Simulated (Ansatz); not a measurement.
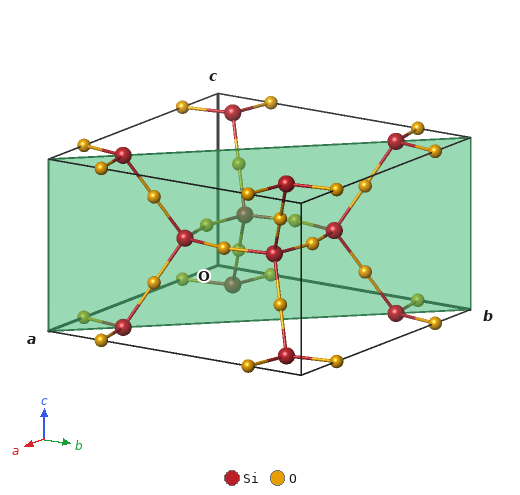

For SiO2, the input geometry of an electronic-structure calculation (not necessarily at equilibrium): every member of one family of equally spaced planes, hx + ky + lz = a whole number, that cuts the unit cell is shaded (one member passes through the origin O, touching the cell only at an edge or corner). Geometry calculated from the standardised cell; symmetry tolerance 0.002 Å.

a = 8.971 Å, b = 8.971 Å, c = 5.251 Å, α = 90.00°, β = 90.00°, γ = 90.00°.

> Which (hkl) family is drawn?

(1 1 0); the opposite sign names the same planes. The member next to the origin meets the axes a at 1, b at 1, c never.

> What is the spacing?

d = 6.344 Å.

> Which atoms of the cell lie in these planes (within 0.03 Å)?

4 of the 8 Si, 4 of the 16 O.
